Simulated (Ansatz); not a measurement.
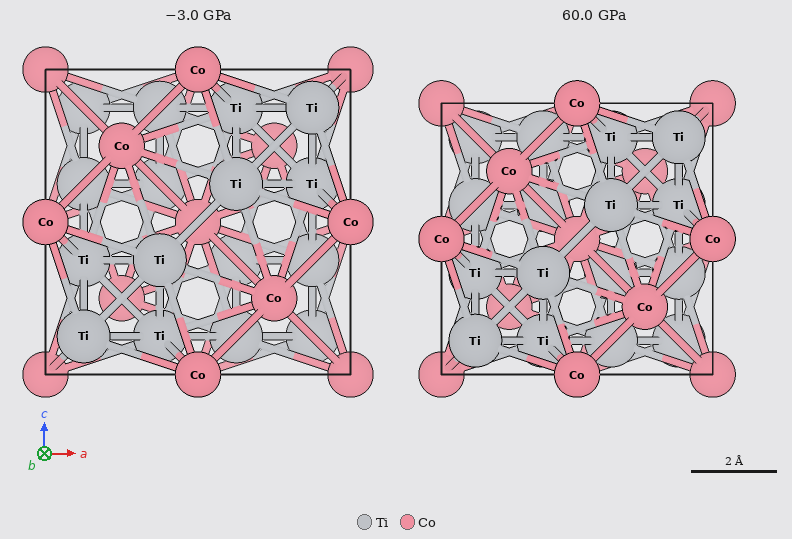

A crystal of Ti$_{2}$Co (set up in Fd-3m), relaxed (cell and atoms) at several target pressures. The picture shows the first and the last member. A ball-and-stick model of the conventional cell (4 times the calculation's cell), seen along the b axis. Lengths and directions refer to the drawn axes.

Computed with Ansatz 0.2.0: DFT r2SCAN, scalar-relativistic, plane waves, PAW. Settings: plane-wave cutoff 500 eV; k-point mesh 10 × 10 × 10; occupations gaussian; smearing width 0.1 eV; collinear spin; cell and atoms relaxed; force threshold 0.008 eV/Å.

```csv
pressure (GPa),volume (Å³/atom),a (Å)
−3.0,15.574,7.203
0.0,15.096,7.129
3.0,14.678,7.063
8.0,14.098,6.968
15.0,13.425,6.856
30.0,?,?
60.0,10.947,6.405
```

> Estimate the missing row from the others, and compare with the calculation.

Murnaghan's form V = V₀(1 + B′P/B₀)^(−1/B′), with V₀ = 15.096 Å³ from the row at zero pressure, fits the other rows with B₀ = 104 GPa and B′ = 3.37 (largest miss 0.013 Å³). At 30.0 GPa it gives 15.096 × (1 + 3.37 × 30.0/104)^(−1/3.37) = 12.341 Å³ per atom. The calculation gives 12.324 Å³/atom (a = 6.663 Å). The estimate is 0.017 Å³/atom too high. From the first member to the last: Co–Co 3.119 → 2.773 Å, Co–Ti 2.986 → 2.655 Å, Ti–Ti 2.547 → 2.264 Å.

The whole series:

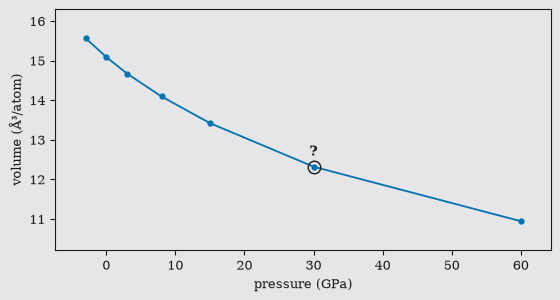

The cells carry a magnetic moment (5.2 to 1.6 μB per cell in all, first to last member); only the order that this cell allows was tried.
